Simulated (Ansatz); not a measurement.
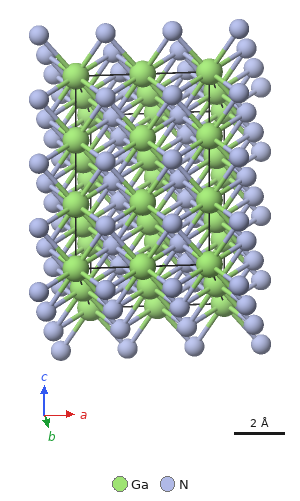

Starting frame of a dynamics run of a 24-atom cell of GaN (built on the CsCl type). The picture is a ball-and-stick view of the simulation cell, seen from a free direction. Bonds to atoms that aren't drawn are left out.

These are results of Ansatz 0.2.0, DFT, PBEsol, plane waves, PAW, not measurements.

Input file:
```yaml
crystal:
  lattice:
    - [5.3911095913, 0.0, 0.0]
    - [0.0, 5.3911095913, 0.0]
    - [0.0, 0.0, 8.086664387]
  atoms:
    - { symbol: Ga, position: [0.0, 0.0, 0.0] }
    - { symbol: "N", position: [0.25, 0.25, 0.1666666667] }
    - { symbol: Ga, position: [0.0, 0.0, 0.3333333333] }
    - { symbol: "N", position: [0.25, 0.25, 0.5] }
    - { symbol: Ga, position: [0.0, 0.0, 0.6666666667] }
    - { symbol: "N", position: [0.25, 0.25, 0.8333333333] }
    - { symbol: Ga, position: [0.0, 0.5, 0.0] }
    - { symbol: "N", position: [0.25, 0.75, 0.1666666667] }
    - { symbol: Ga, position: [0.0, 0.5, 0.3333333333] }
    - { symbol: "N", position: [0.25, 0.75, 0.5] }
    - { symbol: Ga, position: [0.0, 0.5, 0.6666666667] }
    - { symbol: "N", position: [0.25, 0.75, 0.8333333333] }
    - { symbol: Ga, position: [0.5, 0.0, 0.0] }
    - { symbol: "N", position: [0.75, 0.25, 0.1666666667] }
    - { symbol: Ga, position: [0.5, 0.0, 0.3333333333] }
    - { symbol: "N", position: [0.75, 0.25, 0.5] }
    - { symbol: Ga, position: [0.5, 0.0, 0.6666666667] }
    - { symbol: "N", position: [0.75, 0.25, 0.8333333333] }
    - { symbol: Ga, position: [0.5, 0.5, 0.0] }
    - { symbol: "N", position: [0.75, 0.75, 0.1666666667] }
    - { symbol: Ga, position: [0.5, 0.5, 0.3333333333] }
    - { symbol: "N", position: [0.75, 0.75, 0.5] }
    - { symbol: Ga, position: [0.5, 0.5, 0.6666666667] }
    - { symbol: "N", position: [0.75, 0.75, 0.8333333333] }
kpoints:
  mp_grid: { grid: [2, 2, 2] }
hamiltonian:
  xc: pbesol
scf:
  occupations: { method: fermi_dirac, width: 0.02 }
md:
  ensemble: nvt_langevin
  temperature: 100
  timestep: 3.0
  n_steps: 30
  initial_velocities: maxwell_boltzmann
  seed: 7332
```

Command:
```bash
ansatz run input.yaml --threads 4 --pin off --max-ram 3686MiB --backend cpu --events-out ev --progress --plain --runs-dir out
```

Predict how the run goes.

Over the second half the temperature averages 1512 K (spread ±341 K). That is above the set 100 K, because the structure releases potential energy faster than the thermostat removes it. The potential energy in the second half lies on average 401 meV per atom below the first frame. In the second half of the run the atoms are, in the root-mean-square, this far from where they began (common drift taken out): N 0.87 Å, Ga 0.12 Å. The potential energy sinks well below that of the force-free first frame, so the starting arrangement isn't stable at these settings: the atoms shift into a lower-energy one. With so coarse a k-point mesh for this cell that can be an artefact of the sampling.

Along the run (each row but the first and the last is the mean over the interval that it begins):

| time (fs) | potential energy (meV/atom) | T (K) |
| --- | --- | --- |
| 0.0 | 0.0 | 96 |
| 9.0 | -5.6 | 156 |
| 18.0 | -78.5 | 700 |
| 27.0 | -311.8 | 2224 |
| 36.0 | -427.4 | 2655 |
| 45.0 | -368.3 | 1864 |
| 54.0 | -421.5 | 1906 |
| 63.0 | -368.4 | 1189 |
| 72.0 | -371.0 | 1118 |
| 81.0 | -453.5 | 1506 |
| 90.0 | -466.1 | 1453 |

The paths of the atoms:

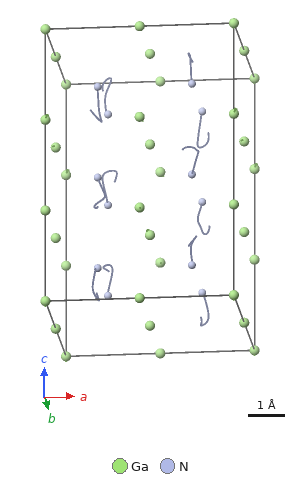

Limits of the set-up: the k-point mesh is coarse for a cell with partly filled bands.
